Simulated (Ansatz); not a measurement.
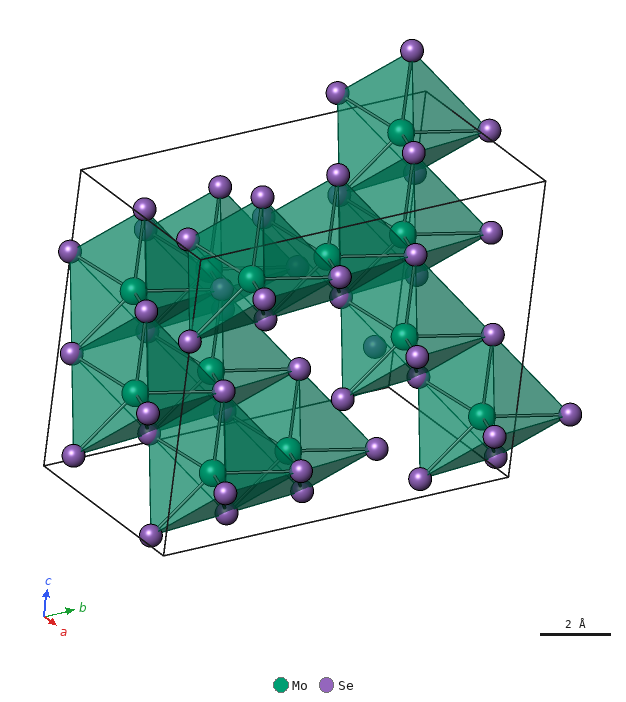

**Figure 1.** The structure as given in the input (polyhedral view of the cell of the calculation, seen slightly off an axis; polyhedra are completed across the faces of the cell). An atom can appear more than once, as a periodic image.

Geometry relaxation, with input and output: Mo6Se13 (part 1 of 4)

System: Mo6Se13 (defect cell, 38 atoms in the cell).
Method: DFT PBE, scalar-relativistic, plane waves, PAW, spin-polarised (Ansatz 0.2.0).

The structure derives from a Materials Project entry. It belongs to a series of runs on one base structure; here: Mo vacancy (site a), charge +0, atoms relaxed at the host's cell.

Input file
```yaml
crystal:
  lattice:
    - [-4.9814417626, 4.7933945709, -7.4957540085]
    - [6.6419223501, 1.9173578284, -7.4957540085]
    - [-1.6604805875, -6.7107523993, -7.4957540085]
  atoms:
    - { symbol: Mo, position: [0.8716822208, 0.9486052977, 0.1793745285] }
    - { symbol: Mo, position: [0.4101437592, 0.5639899131, 0.0255283746] }
    - { symbol: Mo, position: [0.1793745285, 0.8716822208, 0.9486052977] }
    - { symbol: Mo, position: [0.7178360669, 0.4870668361, 0.7947591438] }
    - { symbol: Mo, position: [0.0255283746, 0.4101437592, 0.5639899131] }
    - { symbol: Mo, position: [0.64091299, 0.2562976054, 0.1024514515] }
    - { symbol: Mo, position: [0.9486052977, 0.1793745285, 0.8716822208] }
    - { symbol: Mo, position: [0.4870668361, 0.7947591438, 0.7178360669] }
    - { symbol: Mo, position: [0.2562976054, 0.1024514515, 0.64091299] }
    - { symbol: Mo, position: [0.7947591438, 0.7178360669, 0.4870668361] }
    - { symbol: Mo, position: [0.3332206823, 0.3332206823, 0.3332206823] }
    - { symbol: Mo, position: [0.5639899131, 0.0255283746, 0.4101437592] }
    - { symbol: Se, position: [0.361583387, 0.9000449255, 0.5154295409] }
    - { symbol: Se, position: [0.1308141563, 0.2077372332, 0.438506464] }
    - { symbol: Se, position: [0.6692756947, 0.8231218486, 0.2846603101] }
    - { symbol: Se, position: [0.438506464, 0.1308141563, 0.2077372332] }
    - { symbol: Se, position: [0.9769680024, 0.7461987716, 0.0538910793], spin: 0.333 }
    - { symbol: Se, position: [0.2846603101, 0.6692756947, 0.8231218486] }
    - { symbol: Se, position: [0.9000449255, 0.5154295409, 0.361583387], spin: 0.333 }
    - { symbol: Se, position: [0.2077372332, 0.438506464, 0.1308141563], spin: 0.333 }
    - { symbol: Se, position: [0.7461987716, 0.0538910793, 0.9769680024] }
    - { symbol: Se, position: [0.5154295409, 0.361583387, 0.9000449255] }
    - { symbol: Se, position: [0.0538910793, 0.9769680024, 0.7461987716] }
    - { symbol: Se, position: [0.5923526178, 0.5923526178, 0.5923526178] }
    - { symbol: Se, position: [0.8231218486, 0.2846603101, 0.6692756947] }
    - { symbol: Se, position: [0.5099904692, 0.0484520077, 0.6638366231] }
    - { symbol: Se, position: [0.2792212385, 0.3561443154, 0.5869135462] }
    - { symbol: Se, position: [0.8176827769, 0.9715289308, 0.4330673923] }
    - { symbol: Se, position: [0.5869135462, 0.2792212385, 0.3561443154] }
    - { symbol: Se, position: [0.1253750846, 0.8946058538, 0.2022981615], spin: 0.333 }
    - { symbol: Se, position: [0.4330673923, 0.8176827769, 0.9715289308] }
    - { symbol: Se, position: [0.0484520077, 0.6638366231, 0.5099904692], spin: 0.333 }
    - { symbol: Se, position: [0.3561443154, 0.5869135462, 0.2792212385], spin: 0.333 }
    - { symbol: Se, position: [0.8946058538, 0.2022981615, 0.1253750846] }
    - { symbol: Se, position: [0.6638366231, 0.5099904692, 0.0484520077] }
    - { symbol: Se, position: [0.2022981615, 0.1253750846, 0.8946058538] }
    - { symbol: Se, position: [0.7407597, 0.7407597, 0.7407597] }
    - { symbol: Se, position: [0.9715289308, 0.4330673923, 0.8176827769] }
  host:
    lattice:
      - [1.6604805875, 0.9586789142, 7.4957540085]
      - [-1.6604805875, 0.9586789142, 7.4957540085]
      - [0.0, -1.9173578284, 7.4957540085]
    atoms:
      - { symbol: Mo, position: [0.6667793177, 0.6667793177, 0.6667793177] }
      - { symbol: Se, position: [0.4076473822, 0.4076473822, 0.4076473822] }
      - { symbol: Se, position: [0.2592403, 0.2592403, 0.2592403] }
basis:
  ecutwfc: 420
  xc_grid: 2
kpoints:
  mp_grid: { grid: [2, 2, 2], shift: [0.5, 0.5, 0.5] }
hamiltonian:
  xc: pbe
scf:
  occupations: { method: gaussian, width: 0.01 }
output:
  forces: true
  stress: false
  eigenvalues: true
  populations: true
  charged_corrections:
    defect_position: [0.10245145, 0.64091299, 0.25629761]
    epsilon: [[15.0096, 0.0, 0.0], [0.0, 15.0096, 0.0], [0.0, 0.0, 4.1627]]
  write_density: true
  write_potential: true
  elf: true
  volumetric_format: npy
magnetization:
  spin_polarized: true
relax:
  adjacent_minimum: "off"
  f_tol: 0.025
  max_steps: 45
```

Machine: 4 threads of Intel Xeon (Granite Rapids), 32 GiB of memory available, shared host.

Launched with:
```bash
ansatz run input.yaml --threads 4 --pin off --max-ram 10240MiB --backend cpu --events-out ev --progress --plain --runs-dir out
```

The program's output
```
Engine: ansatz 0.2.0, x86_64-unknown-linux-gnu
Pseudopotentials: kind: paw
Pseudopotential: Mo, paw, valence charge 14, recommended cutoff 420 eV (normal), Mo.paw.azcp
Pseudopotential: Se, paw, valence charge 16, recommended cutoff 420 eV (normal), Se.paw.azcp
Functional definition: PBE
  parameter kappa = 0.804
  parameter beta = 0.06672455060314922
  exchange = pbe_x(kappa = kappa, mu = beta*pi^2/3)
  correlation = pbe_c(beta = beta)
Crystal: 38 atoms, lattice volume = 930.715 Å³
Basis set: ecut = 420 eV, 18133 PW (Γ), exchange–correlation on 144×144×144 points (8 copies of the dense FFT grid, shifted against one another)
Bands: 352, of which v1, the nominal top of the filled ones, is band 292 counted from 1 (291 counted from 0)
Symmetry: 3 space group operations
Space group: R3 (ITA 146), of the structure as read, at distance tolerance 9.8e-5 Å
Magnetic group: BNS 146.10 (UNI 1240), of the structure as read, at distance tolerance 9.8e-5 Å
k-points: 2 of 8 (time reversal used)
Non-local potential: Mo, projectors of the file, l = 0: 3, l = 1: 2, l = 2: 2, l = 3: 1
Non-local potential: Se, projectors of the file, l = 0: 2, l = 1: 2, l = 2: 3, l = 3: 1
PAW form: soft (Blöchl's): semilocal exchange-correlation on the pseudo side does not see the compensation charge
PAW one-centre angular grid: Mo, 590 points (default); XC on 64 Gauss nodes
PAW one-centre angular grid: Se, 590 points (default); XC on 64 Gauss nodes
Initial density: superposition of atomic densities (chi_scale 0.1, normalization cell)
Starting moments: Σ|m| = 1.998 μB on 6 of 38 sites
Initial wavefunctions: pseudopotential atomic-orbital guess
Functional: x = pbe(κ = 0.804, μ = 0.2195149727645171), c = pbe(β = 0.06672455060314922)
SCF iter   1: F=—  HF=-201697.944077 eV  |F-HF|=—  |Δ(HF+E_count)|=         —  Δρ=3.14e-2 (↑3.14e-2 ↓3.14e-2)  dr2=5.54e1  dr2_m=3.86e-2  M=0.489 μB ∫|m|=0.919 μB  β_m=0.30  ethr=3.10e-3  ⟨swp⟩=6.0  Hψ=4617  notcnv=0  defer=142
Mixer restart at iter 1: flushing history
preconditioner: auto → Resta (q_TF=auto, 2.524 Å⁻¹)  ε∞=5.5  [insulator: Δε(μ)=0.031 eV  Ē_g=8.657 eV  σ=0.010 eV  W_gap=0.70  n_scr=246 (ndim 8)  ℏωp=18.4 eV  f_vac=0.175  D(μ)=43.75/eV (n_scr^D=402)  ε∞_Penn≈5.5]
spin=Collinear: Resta preconditioning applied to the charge; magnetization (m = ρ↑ − ρ↓) channel mixes plain (no charge-response kernel on spin).
SCF iter   2: F=—  HF=-201690.927407 eV  |F-HF|=—  |Δ(HF+E_count)|=    7.02e0  Δρ=1.48e-2 (↑1.40e-2 ↓1.48e-2)  dr2=9.56e0  dr2_m=2.42e-2  M=1.722 μB ∫|m|=1.806 μB  β_m=0.37  ethr=3.10e-3  ⟨swp⟩=2.0  Hψ=1916  notcnv=0  defer=218
SCF iter   3: F=—  HF=-201689.527423 eV  |F-HF|=—  |Δ(HF+E_count)|=    1.40e0  Δρ=8.07e-3 (↑7.50e-3 ↓8.07e-3)  dr2=3.34e0  dr2_m=1.40e-2  M=1.961 μB ∫|m|=2.037 μB  β_m=0.67  ethr=1.64e-3  ⟨swp⟩=2.0  Hψ=1676  notcnv=0  defer=218
SCF iter   4: F=—  HF=-201689.152902 eV  |F-HF|=—  |Δ(HF+E_count)|=   3.75e-1  Δρ=3.25e-3 (↑3.25e-3 ↓3.16e-3)  dr2=1.14e0  dr2_m=6.17e-4  M=1.762 μB ∫|m|=1.859 μB  β_m=0.60  ethr=5.71e-4  ⟨swp⟩=2.2  Hψ=1781  notcnv=0  defer=218
SCF iter   5: F=—  HF=-201689.078656 eV  |F-HF|=—  |Δ(HF+E_count)|=   7.42e-2  Δρ=1.90e-3 (↑1.78e-3 ↓1.90e-3)  dr2=3.16e-1  dr2_m=2.14e-3  M=1.506 μB ∫|m|=1.624 μB  β_m=0.60  ethr=1.94e-4  ⟨swp⟩=3.5  Hψ=1742  notcnv=0  defer=208
SCF iter   6: F=—  HF=-201689.062083 eV  |F-HF|=—  |Δ(HF+E_count)|=   1.66e-2  Δρ=6.96e-4 (↑6.21e-4 ↓6.96e-4)  dr2=3.99e-2  dr2_m=5.12e-4  M=1.517 μB ∫|m|=1.621 μB  β_m=0.64  ethr=5.41e-5  ⟨swp⟩=2.2  Hψ=1440  notcnv=0  defer=208
SCF iter   7: F=—  HF=-201689.068573 eV  |F-HF|=—  |Δ(HF+E_count)|=         —  Δρ=4.70e-4 (↑4.70e-4 ↓4.35e-4)  dr2=2.28e-2  dr2_m=1.83e-4  M=1.501 μB ∫|m|=1.593 μB  β_m=0.64  ethr=6.82e-6  ⟨swp⟩=3.5  Hψ=1672  notcnv=0  defer=208
SCF iter   8: F=—  HF=-201689.073248 eV  |F-HF|=—  |Δ(HF+E_count)|=   4.67e-3  Δρ=5.10e-4 (↑5.10e-4 ↓4.60e-4)  dr2=2.85e-2  dr2_m=3.22e-5  M=1.502 μB ∫|m|=1.592 μB  β_m=0.51  ethr=3.91e-6  ⟨swp⟩=4.0  Hψ=1949  notcnv=0  defer=208
SCF iter   9: F=—  HF=-201689.071457 eV  |F-HF|=—  |Δ(HF+E_count)|=   1.79e-3  Δρ=1.65e-4 (↑1.65e-4 ↓1.27e-4)  dr2=1.96e-3  dr2_m=2.14e-5  M=1.501 μB ∫|m|=1.590 μB  β_m=0.75  ethr=3.91e-6  ⟨swp⟩=2.2  Hψ=1441  notcnv=0  defer=208
SCF iter  10: F=—  HF=-201689.072489 eV  |F-HF|=—  |Δ(HF+E_count)|=   1.03e-3  Δρ=4.98e-5 (↑4.07e-5 ↓4.98e-5)  dr2=1.48e-4  dr2_m=3.87e-6  M=1.500 μB ∫|m|=1.590 μB  β_m=0.85  ethr=3.36e-7  ⟨swp⟩=2.0  Hψ=1791  notcnv=0  defer=208
SCF iter  11: F=—  HF=-201689.072686 eV  |F-HF|=—  |Δ(HF+E_count)|=   1.97e-4  Δρ=2.76e-5 (↑2.76e-5 ↓2.70e-5)  dr2=4.01e-5  dr2_m=2.70e-6  M=1.500 μB ∫|m|=1.590 μB  β_m=0.80  ethr=2.53e-8  ⟨swp⟩=2.0  Hψ=2412  notcnv=0  defer=208
SCF iter  12: F=—  HF=-201689.072716 eV  |F-HF|=—  |Δ(HF+E_count)|=   2.93e-5  Δρ=2.60e-5 (↑2.60e-5 ↓2.53e-5)  dr2=4.58e-5  dr2_m=1.89e-6  M=1.500 μB ∫|m|=1.590 μB  β_m=0.73  ethr=6.86e-9  ⟨swp⟩=2.0  Hψ=2528  notcnv=0  defer=208
SCF iter  13: F=—  HF=-201689.072723 eV  |F-HF|=—  |Δ(HF+E_count)|=   7.22e-6  Δρ=2.44e-5 (↑2.44e-5 ↓2.33e-5)  dr2=4.24e-5  dr2_m=1.43e-6  M=1.500 μB ∫|m|=1.590 μB  β_m=0.58  ethr=6.86e-9  ⟨swp⟩=2.0  Hψ=1772  notcnv=0  defer=208
SCF iter  14: F=—  HF=-201689.072721 eV  |F-HF|=—  |Δ(HF+E_count)|=   2.01e-6  Δρ=1.31e-5 (↑1.31e-5 ↓1.29e-5)  dr2=2.31e-6  dr2_m=1.21e-6  M=1.500 μB ∫|m|=1.590 μB  β_m=0.79  ethr=6.86e-9  ⟨swp⟩=1.8  Hψ=1421  notcnv=0  defer=208
SCF iter  15: F=—  HF=-201689.072724 eV  |F-HF|=—  |Δ(HF+E_count)|=   3.14e-6  Δρ=1.23e-5 (↑1.23e-5 ↓1.20e-5)  dr2=6.30e-6  dr2_m=8.41e-7  M=1.500 μB ∫|m|=1.590 μB  β_m=0.79  ethr=3.95e-10  ⟨swp⟩=2.0  Hψ=2126  notcnv=0  defer=208
SCF iter  16: F=—  HF=-201689.072725 eV  |F-HF|=—  |Δ(HF+E_count)|=   7.88e-7  Δρ=1.04e-5 (↑9.92e-6 ↓1.04e-5)  dr2=9.52e-6  dr2_m=1.92e-7  M=1.500 μB ∫|m|=1.590 μB  β_m=0.64  ethr=3.95e-10  ⟨swp⟩=15.5  Hψ=11809  notcnv=0
SCF iter  17: F=—  HF=-201689.072726 eV  |F-HF|=—  |Δ(HF+E_count)|=   8.90e-7  Δρ=7.29e-6 (↑3.45e-6 ↓7.29e-6)  dr2=2.42e-6  dr2_m=1.19e-7  M=1.500 μB ∫|m|=1.590 μB  β_m=0.82  ethr=3.95e-10  ⟨swp⟩=10.0  Hψ=11420  notcnv=0
SCF iter  18: F=-201689.072727 eV  HF=-201689.072727 eV  |F-HF|=2.68e-7  |Δ(HF+E_count)|=   1.29e-6  Δρ=3.15e-6 (↑3.15e-6 ↓2.97e-6)  dr2=5.80e-7  dr2_m=3.14e-8  M=1.500 μB ∫|m|=1.590 μB  ethr=3.95e-10  ⟨swp⟩=10.0  Hψ=11379  notcnv=0
SCF 1 converged in 18 iterations: F = -201689.072727 eV  dr2 = 5.80e-7
  greatest PAW one-centre occupation: 1.000 electrons in one spin orbital (limit 2), on the Se atom at site 35 (counted from 0), in its partial waves of l = 2
relax step   1: F+E_penalty+E_count = -201689.07272683 eV  Δ(F+E_penalty+E_count) = +0.000e0 eV  max|allowed force component| = 2.853e-1 eV/Å  Δτ_max = 0.0000 Å  (18 SCF iters, dr2 threshold 1.56e-5 eV, accepted)
Initial density: handed on by an earlier stage of this run
Starting moments: Σ|m| = 1.998 μB on 6 of 38 sites; this step starts from the density that it was given
Initial wavefunctions: those handed on with the density
iter 1 solved again at ethr=3.67e-5 eV; its pass at ethr=3.10e-3 eV (dr2=2.14e-1 eV) is discarded
```
